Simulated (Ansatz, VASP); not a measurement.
**P (blue phosphorene bilayer, AA) in two plane-wave programs**

Wanted: the spread between two codes on one cell, functional and k mesh. The cell is taken from a series of runs on this material, whose earlier steps may have relaxed or scaled it; both programs get it as it stands.

Main program and level: Ansatz 0.2.0; plane waves, with VASP 6.6.1 beside it; single point at LDA.

## Step 1: Starting point

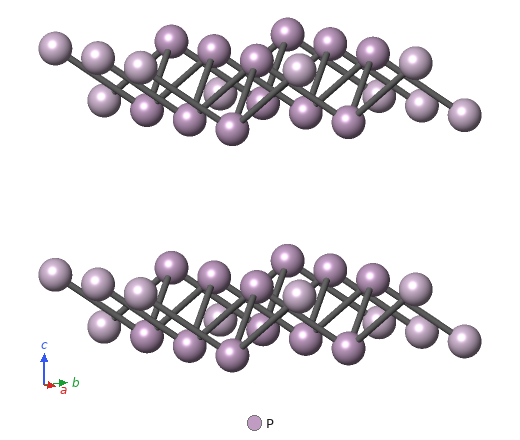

The starting structure, seen from the side, with the c axis up (phosphorus pink). 3×2×1 cells are drawn. Some periodic images of atoms are drawn too.

The cell holds 4 atoms: 4 P. Its edges and angles: a = 3.218 Å, b = 3.218 Å, c = 23.680 Å, α = 90.0°, β = 90.0°, γ = 120.0°. Vacuum lies along c.

## Step 2: Ansatz: single point, LDA

Ansatz runs on its default PAW (the set named soft_2) files.

With cell and atoms fixed, the geometry can't cause a difference; cores, projectors, grids and the points listed under the comparison can.

File input.yaml:

```yaml
crystal:
  lattice:
    - [3.2183257771, 0.0, 0.0]
    - [-1.6091628885, 2.7871518806, 0.0]
    - [0.0, 0.0, 23.68]
  atoms:
    - { symbol: P, position: [0.6666666667, 0.3333333333, 0.380181273] }
    - { symbol: P, position: [0.3333333333, 0.6666666667, 0.4323969773] }
    - { symbol: P, position: [0.6666666667, 0.3333333333, 0.5676030227] }
    - { symbol: P, position: [0.3333333333, 0.6666666667, 0.619818727] }
hamiltonian:
  xc: lda
  pseudopotentials: { kind: paw }
kpoints:
  mp_grid: { grid: [12, 12, 1] }
scf:
  occupations: { method: fermi_dirac, width: 0.05 }
  n_extra_bands: 5
efield:
  axis: 3
  dipole_correction: true
  ramp_width: 0.04
output:
  forces: true
  eigenvalues: true
```

The run is started by

```
ansatz run input.yaml --threads 2 --pin off --max-ram 4608MiB --backend cpu --events-out ev --progress --plain --runs-dir out
```

Numbers of over 12 decimals in the logs are rounded to 6 here.

The log of the run:

```text
scf.n_extra_bands = 5 over 10 filled bands (N_el = 20.0): the run solves 15 bands
Engine: ansatz 0.2.0, aarch64-unknown-linux-gnu
Pseudopotentials: kind: paw
Pseudopotential: P, paw, valence charge 5, recommended cutoff 420 eV (normal), P.paw.azcp
Functional definition: SPW92
  exchange = slater_x
  correlation = pw_c
Crystal: 4 atoms, lattice volume = 212.409 Å³
Basis set: ecut = 420 eV, 4231 PW (Γ)
Bands: 15, of which v1, the nominal top of the filled ones, is band 10 counted from 1 (9 counted from 0)
Symmetry: 6 space group operations
k-points: 19 of 144 (time reversal used)
Non-local potential: P, projectors of the file, l = 0: 2, l = 1: 2, l = 2: 2
PAW form: soft (Blöchl's): semilocal exchange-correlation on the pseudo side does not see the compensation charge
PAW frozen core: P, regenerated for the run's functional, and the local potential with it (the file was generated under x = pbe(κ = 0.804, μ = 0.219515), c = pbe(β = 0.066725))
PAW one-centre angular grid: P, 110 points (default); XC on 64 Gauss nodes
Initial density: superposition of atomic densities (neutral atoms: chi_scale 0, normalization atom), corrected by the library's trained network
Initial wavefunctions: pseudopotential atomic-orbital guess
Functional: x = slater, c = lda
SCF iter   1: F=—  HF=-2903.487555 eV  |F-HF|=—  |Δ(HF+E_count)|=         —  Δρ=3.20e-3  dr2=3.88e-2  ethr=1.77e-3  p=0.000 e·Å  D=2.55e-14 V/Å  ΔV_dip=-0.00 eV  dr2_dipole=1.57e-8  V_vac-E_F(+/−)=5.04/5.04 eV  ⟨swp⟩=10.9  Hψ=2669  notcnv=0
efield: sawtooth ramp at fractional position 0.9800 (placed from the atoms, in the widest stretch of the axis that holds none; the zero of the levels goes with the place), width 0.0400; the density the first Hamiltonian is built on has a dipole p = 0.000 e·Å; the dipole correction subtracts the counter field D = 2.55e-14 V/Å, which shifts the + side's vacuum level by -0.00 eV against the − side's; the planar-averaged density in the ramp window peaks in size at 4.4e-6 e/Å³
preconditioner: auto → none  [insulator: Δε(μ)=0.912 eV  Ē_g=9.226 eV  σ=0.050 eV  W_gap=1.00  n_scr=12 (ndim 8)  ℏωp=11.4 eV  f_vac=0.586  D(μ)=0.00/eV (n_scr^D=0)  ε∞_Penn≈2.5]
SCF iter   2: F=—  HF=-2903.504048 eV  |F-HF|=—  |Δ(HF+E_count)|=   1.65e-2  Δρ=3.15e-3  dr2=1.59e-1  ethr=1.94e-4  p=-0.000 e·Å  D=-8.19e-5 V/Å  ΔV_dip=0.00 eV  dr2_dipole=2.23e-7  V_vac-E_F(+/−)=5.42/5.42 eV  ⟨swp⟩=4.4  Hψ=753  notcnv=0  defer=8  recentre
SCF iter   3: F=—  HF=-2903.485023 eV  |F-HF|=—  |Δ(HF+E_count)|=   1.90e-2  Δρ=2.05e-3  dr2=1.55e-2  ethr=1.94e-4  p=0.000 e·Å  D=9.17e-6 V/Å  ΔV_dip=-0.00 eV  dr2_dipole=8.14e-9  V_vac-E_F(+/−)=5.12/5.12 eV  ⟨swp⟩=3.4  Hψ=548  notcnv=0  defer=8
SCF iter   4: F=—  HF=-2903.483528 eV  |F-HF|=—  |Δ(HF+E_count)|=   1.49e-3  Δρ=1.21e-3  dr2=2.15e-3  ethr=7.76e-5  p=-0.000 e·Å  D=-1.48e-6 V/Å  ΔV_dip=0.00 eV  dr2_dipole=1.47e-10  V_vac-E_F(+/−)=5.21/5.21 eV  ⟨swp⟩=2.1  Hψ=327  notcnv=0  defer=8
SCF iter   5: F=—  HF=-2903.483655 eV  |F-HF|=—  |Δ(HF+E_count)|=   1.27e-4  Δρ=8.85e-5  dr2=2.02e-5  ethr=1.08e-5  p=0.000 e·Å  D=1.76e-5 V/Å  ΔV_dip=-0.00 eV  dr2_dipole=1.30e-8  V_vac-E_F(+/−)=5.27/5.27 eV  ⟨swp⟩=2.7  Hψ=433  notcnv=0  defer=8
SCF iter   6: F=—  HF=-2903.483639 eV  |F-HF|=—  |Δ(HF+E_count)|=   1.63e-5  Δρ=2.83e-5  dr2=1.30e-6  ethr=1.01e-7  p=-0.000 e·Å  D=-4.86e-5 V/Å  ΔV_dip=0.00 eV  dr2_dipole=1.02e-7  V_vac-E_F(+/−)=5.27/5.27 eV  ⟨swp⟩=2.4  Hψ=497  notcnv=0  defer=8
SCF iter   7: F=—  HF=-2903.483640 eV  |F-HF|=—  |Δ(HF+E_count)|=   1.94e-6  Δρ=2.06e-5  dr2=8.51e-6  ethr=6.48e-9  p=0.000 e·Å  D=2.83e-4 V/Å  ΔV_dip=-0.01 eV  dr2_dipole=3.53e-6  V_vac-E_F(+/−)=5.27/5.27 eV  ⟨swp⟩=3.1  Hψ=516  notcnv=0  defer=8
SCF iter   8: F=—  HF=-2903.483639 eV  |F-HF|=—  |Δ(HF+E_count)|=   1.27e-6  Δρ=6.21e-6  dr2=1.39e-7  ethr=6.48e-9  p=-0.000 e·Å  D=-2.89e-5 V/Å  ΔV_dip=0.00 eV  dr2_dipole=3.87e-8  V_vac-E_F(+/−)=5.27/5.27 eV  ⟨swp⟩=2.1  Hψ=379  notcnv=0  defer=8
SCF iter   9: F=-2903.483639 eV  HF=-2903.483639 eV  |F-HF|=1.74e-10  |Δ(HF+E_count)|=   5.62e-9  Δρ=1.13e-6  dr2=2.97e-9  ethr=5.00e-10  p=-0.000 e·Å  D=-1.19e-6 V/Å  ΔV_dip=0.00 eV  dr2_dipole=7.47e-11  V_vac-E_F(+/−)=5.27/5.27 eV  ⟨swp⟩=10.0  Hψ=1629  notcnv=0
SCF 1 converged in 9 iterations: F = -2903.483639 eV  dr2 = 2.97e-9
  greatest PAW one-centre occupation: 0.814 electrons in one spin orbital (limit 2), on the P atom at site 0 (counted from 0), in its partial waves of l = 0
SCF converged after 9 iterations
Free energy (F): -2903.483639 eV
Harris-Foulkes:  -2903.483639 eV  (|F-HF|=1.74e-10)
Internal energy: -2903.483626 eV  (E = F + TS)
E sigma→0 (E₀):  -2903.483633 eV
Entropy (-TS):   -0.000013 eV (-0.003 meV/atom)
Fermi energy:    -0.809783 eV
Dipole field:    D = 0.000010 V/Å  (p = 0.000012 e·Å, saw-weighted, corrected)
Work function:   Φ+ = 5.2683 eV   Φ− = 5.2686 eV
Levels:          The Fermi level and band energies are counted from a zero that moves with the ramp; work functions are not
--- Per-component energies (eV) ---
  E_band       = -144.961763
  E_kinetic    = 281.704607
  E_local      = -7126.392455  (includes V_loc(G=0)·N_el)
  E_nonlocal   = 141.711534
  E_hartree    = 3416.750132
  E_xc         = -243.680605
  E_vxc        = -242.186375  (∫ρ·V_xc dr)
  E_paw        = -2160.274440  (= ΣΔE_a)
  E_vpaw       = -33.298048  (= ΣTr[D̂ρ^β])
  E_aug_tail   = 0.000013  (compensation charges beyond the density's cutoff)
  E_efield     = 0.000000  (sawtooth field / dipole correction)
  E_vefield    = 0.000000  (∫n·V_field dr)
  E_ewald      = 2786.228181
  E_core_change = 0.469406  (= ΣΔE_core)
  E_smearing   = -0.000013  (= −TS)
  E_closure    = -0.000000  (closes the sum)
  Σ components = -2903.483639   (vs F -2903.483639, Δ=0.00e0)
--- Forces (eV/Å), atoms counted from 1 ---
  atom   1  P     -0.00000000    -0.00000000    -0.08046098
  atom   2  P      0.00000000     0.00000000     0.09728861
  atom   3  P     -0.00000000    -0.00000000    -0.09728306
  atom   4  P      0.00000000     0.00000000     0.08045315
  max |Σ_I F_I| component: 2.28e-6 eV/Å
--- Band table (eV; the first three rows and the last of 19) ---
  k-point 0: bands = [... 6 lower, -1.9631, -1.9192, -1.9192, -1.4750, 2.0933, 2.0933, 2.1174, 2.1174, ... 1 higher]
  k-point 1: bands = [... 6 lower, -2.8297, -2.2339, -2.1864, -1.4146, 1.7744, 1.8112, 2.4385, 2.4595, ... 1 higher]
  k-point 2: bands = [... 6 lower, -2.8903, -2.8100, -2.7572, -1.3230, 1.0292, 1.1250, 3.0736, 3.1818, ... 1 higher]
  k-point 18: bands = [... 6 lower, -4.0298, -4.0298, -3.4166, -3.4166, -0.4039, 0.4297, 2.9474, 2.9474, ... 1 higher]
```

## Step 3: VASP: single point, LDA

The same cell, functional (in two slightly different forms), mesh and smearing now go to VASP, with its own data sets and cutoff.

Lines of VASP's logs that name or quote its potential files are left out, and so is its time.

File INCAR:

```
SYSTEM = P
PREC = Accurate
ENCUT = 400
EDIFF = 1E-06
NELM = 100
ISMEAR = -1
SIGMA = 0.05
LREAL = .FALSE.
ALGO = Normal
GGA = PW92
NBANDS = 16
LORBIT = 11
LWAVE = .FALSE.
LCHARG = .FALSE.
KPAR = 2
ISIF = 0
LDIPOL = .TRUE.
IDIPOL = 3
DIPOL = 0.5 0.5 0.5
LVHAR = .TRUE.
```

File POSCAR:

```
P
1.0
    3.2183257771      0.0000000000      0.0000000000
   -1.6091628885      2.7871518806      0.0000000000
    0.0000000000      0.0000000000     23.6800000000
P
4
Direct
    0.6666666667      0.3333333333      0.3801812730
    0.3333333333      0.6666666667      0.4323969773
    0.6666666667      0.3333333333      0.5676030227
    0.3333333333      0.6666666667      0.6198187270
```

File KPOINTS:

```
Automatic mesh
0
Gamma
12 12 1
0 0 0
```

Potentials, in the order of the species: P (LDA family, release 64).

The run is started by

```
mpirun -np 2 vasp_std
```

The log of the run:

```text
[banner, memory and clock lines left out]
running    2 mpi-ranks, on    1 nodes
 distrk:  each k-point on    1 cores,    2 groups
 distr:  one band on    1 cores,    1 groups

 POSCAR found type information on POSCAR P
 POSCAR found :  1 types and       4 ions
|                                                                             |
|               ----> ADVICE to this user running VASP <----                  |
|                                                                             |
|     You enforced a specific xc type in the INCAR file but a different       |
|     [... a line on the potential file left out ...]
|     I HOPE YOU KNOW WHAT YOU ARE DOING!                                     |
|                                                                             |

 LDA part: xc-table for (Slater(with rela. corr.)+PW92), standard interpolation
 POSCAR, INCAR and KPOINTS ok, starting setup
 FFT: planning ... GRIDC
 FFT: planning ... GRID_SOFT
 FFT: planning ... GRID
 WAVECAR not read
 entering main loop
       N       E                     dE             d eps       ncg     rms          rms(c)
DAV:   1     0.110251434488E+03    0.11025E+03   -0.61876E+03   608   0.753E+02
DAV:   2    -0.137959301086E+02   -0.12405E+03   -0.11892E+03   872   0.158E+02
DAV:   3    -0.238818628644E+02   -0.10086E+02   -0.10033E+02   824   0.536E+01
DAV:   4    -0.240818954720E+02   -0.20003E+00   -0.19959E+00   896   0.907E+00
DAV:   5    -0.240875530233E+02   -0.56576E-02   -0.56564E-02   888   0.138E+00    0.107E+01
DAV:   6    -0.238627478869E+02    0.22481E+00   -0.14301E-01   800   0.197E+00    0.621E+00
DAV:   7    -0.237733007779E+02    0.89447E-01   -0.23825E-01   840   0.251E+00    0.375E-01
DAV:   8    -0.237728027444E+02    0.49803E-03   -0.21659E-02   824   0.896E-01    0.197E-01
DAV:   9    -0.237728756815E+02   -0.72937E-04   -0.79157E-04  1016   0.164E-01    0.159E-01
DAV:  10    -0.237728817687E+02   -0.60872E-05   -0.34025E-04   832   0.988E-02    0.116E-01
DAV:  11    -0.237729297160E+02   -0.47947E-04   -0.73809E-05   840   0.492E-02    0.249E-02
DAV:  12    -0.237729616659E+02   -0.31950E-04   -0.28106E-06   800   0.979E-03    0.706E-03
DAV:  13    -0.237730752422E+02   -0.11358E-03   -0.27089E-05   728   0.169E-02    0.240E-02
DAV:  14    -0.237730863261E+02   -0.11084E-04   -0.12350E-06   744   0.488E-03    0.135E-02
DAV:  15    -0.237731131939E+02   -0.26868E-04   -0.20605E-06   640   0.552E-03    0.658E-03
DAV:  16    -0.237731284618E+02   -0.15268E-04   -0.15210E-06   648   0.350E-03    0.445E-03
DAV:  17    -0.237731316985E+02   -0.32367E-05   -0.86838E-08   592   0.128E-03    0.120E-03
DAV:  18    -0.237731358804E+02   -0.41819E-05   -0.15893E-07   600   0.121E-03    0.106E-03
DAV:  19    -0.237731368332E+02   -0.95270E-06   -0.26013E-08   576   0.532E-04
   1 F= -.23773137E+02 E0= -.23773132E+02  d E =-.105463E-04
```

From OUTCAR (step 3):

```text
ion  position               nearest neighbor table
   1  0.667  0.333  0.380-   2 2.23   2 2.23   2 2.23
   2  0.333  0.667  0.432-   1 2.23   1 2.23   1 2.23
   3  0.667  0.333  0.568-   4 2.23   4 2.23   4 2.23
   4  0.333  0.667  0.620-   3 2.23   3 2.23   3 2.23

  LATTYP: Found a hexagonal cell.
 ALAT       =     3.2183257771
 C/A-ratio  =     7.3578629511

 Subroutine GETGRP returns: Found 12 space group operations
 (whereof 12 operations were pure point group operations)

The static configuration has the point symmetry D_3d.

 Found     19 irreducible k-points:

   k-points           NKPTS =     19   k-points in BZ     NKDIM =     19   number of bands    NBANDS=     16

   dimension x,y,z NGX =    24 NGY =   24 NGZ =  160
   dimension x,y,z NGXF=    48 NGYF=   48 NGZF=  320

   ENCUT  =  400.0 eV  29.40 Ry    5.42 a.u.   5.25  5.25 38.62*2*pi/ulx,y,z

   NELECT =      20.0000    total number of electrons

 k-points in reciprocal lattice and weights: Automatic mesh
   0.00000000  0.00000000  0.00000000       0.007
   0.08333333  0.00000000  0.00000000       0.042
   0.16666667  0.00000000  0.00000000       0.042
   0.25000000  0.00000000  0.00000000       0.042
   0.33333333  0.00000000  0.00000000       0.042
   0.41666667  0.00000000  0.00000000       0.042
   0.50000000  0.00000000  0.00000000       0.021
   0.08333333  0.08333333  0.00000000       0.042
   0.16666667  0.08333333  0.00000000       0.083
[...]
0.33333333  0.25000000  0.00000000       0.083
   0.33333333  0.33333333  0.00000000       0.014

 dipolmoment           0.000000      0.000000     -0.000000 electrons x Angstroem

 average (electrostatic) potential at core
       1 -91.3371       2 -91.3456       3 -91.3456       4 -91.3371

 E-fermi :  -1.1449

 k-point     1 :       0.0000    0.0000    0.0000
  band No.  band energies     occupation
    ...
      6      -2.2756      2.00000
      7      -2.2756      2.00000
      8      -2.2313      2.00000
      9      -2.2313      2.00000
     10      -1.8177      2.00000
     11       1.7831      0.00000
     12       1.7831      0.00000
     13       1.8067      0.00000
     14       1.8067      0.00000
     15       1.9317      0.00000
    ...

 k-point     2 :       0.0833    0.0000    0.0000
  band No.  band energies     occupation
    ...
      6      -3.2022      2.00000
      7      -3.1402      2.00000
      8      -2.5468      2.00000
      9      -2.4989      2.00000
     10      -1.7579      1.99999
     11       1.4684      0.00000
     12       1.5056      0.00000
     13       2.1270      0.00000
     14       2.1484      0.00000
     15       2.7728      0.00000
    ...

 k-point     3 :       0.1667    0.0000    0.0000
  band No.  band energies     occupation
    ...
      6      -4.8675      2.00000
      7      -3.2319      2.00000
      8      -3.1235      2.00000
      9      -3.0702      2.00000
     10      -1.6682      1.99994
     11       0.7227      0.00000
     12       0.8197      0.00000
     13       2.7573      0.00000
     14       2.8675      0.00000
     15       3.4948      0.00000
    ...

  energy-cutoff  :      400.00
  volume of cell :      212.41
      direct lattice vectors                 reciprocal lattice vectors
     3.218325777  0.000000000  0.000000000     0.310720564  0.179394601  0.000000000
    -1.609162888  2.787151881  0.000000000     0.000000000  0.358789202  0.000000000
     0.000000000  0.000000000 23.680000000     0.000000000  0.000000000  0.042229730

 POSITION                                       TOTAL-FORCE (eV/Angst)
 -----------------------------------------------------------------------------------
      1.60916      0.92905      9.00269         0.000000      0.000000      0.013286
     -0.00000      1.85810     10.23916        -0.000000      0.000000      0.002250
      1.60916      0.92905     13.44084        -0.000000     -0.000000     -0.002250
     -0.00000      1.85810     14.67731         0.000000      0.000000     -0.013286
 -----------------------------------------------------------------------------------
    total drift:                                0.000000      0.000000      0.000000

  FREE ENERGIE OF THE ION-ELECTRON SYSTEM (eV)
  ---------------------------------------------------
  free  energy   TOTEN  =       -23.7731368332 eV

  energy  without entropy=      -23.7731262869  energy(sigma->0) =      -23.77313156

 vacuum level on the upper side and lower side of the slab         4.117         4.117

 total charge
# of ion       s       p       d       tot
------------------------------------------
    1        1.098   1.377   0.000   2.475
    2        1.097   1.376   0.000   2.473
    3        1.097   1.376   0.000   2.473
    4        1.098   1.377   0.000   2.475
--------------------------------------------------
tot          4.389   5.507   0.000   9.897

[... 3 further parts left out ...]
```

## Step 4: Differences

Known differences besides the PAW data sets themselves: the cutoff is 420 eV in Ansatz and 400 eV in VASP; Ansatz makes its cores anew for this functional, VASP keeps those of its LDA data sets. Total energies have different zeros and are not compared.

The two programs side by side:

```csv
quantity,Ansatz,VASP,difference
gap on the k mesh (eV),0.916,0.931,-0.015
```

At this near-relaxed geometry the largest component of a force difference is 95 meV/Å.

## Step 5: Looking for the cause

The difference is large enough to ask for its cause, so further runs change the set-up of one program at a time, as the table lists.

```
                                                                                         run  r.m.s. force difference (meV/Å)
                                                                                    as above                               54
VASP with the data sets P_GW, a cutoff of 520 eV and GGA = CA, the Perdew-Zunger form of LDA                               11
 VASP with the data sets P_h, a cutoff of 630 eV and GGA = CA, the Perdew-Zunger form of LDA                               12
```

## Step 6: What came out

| Item | Value |
| --- | --- |
| r.m.s. force difference (single point, LDA) | 54 meV/Å |

The r.m.s. force difference is 54 meV/Å (single point, LDA), beyond the 12 meV/Å picked in this series as the mark of a large difference. For single point, LDA: with VASP with the data sets P_GW, a cutoff of 520 eV and GGA = CA, the Perdew-Zunger form of LDA the r.m.s. force difference shrinks in size, from 54 to 11 meV/Å. How closely two codes agree says nothing of how well the functional describes the real material.

[Lines on the potential files, build, host, timing and source positions are cut from VASP's logs without a mark.]

[Logs are printed without paths, hosts, clocks, repeated set-up lines and the standing remarks that a program may print on its own settings, such as how far it seeks lower states.]

[Hosts, paths, dates, database ids (printed as entryN), source tags and the programs' standing remarks are cut or masked in the printed files.]
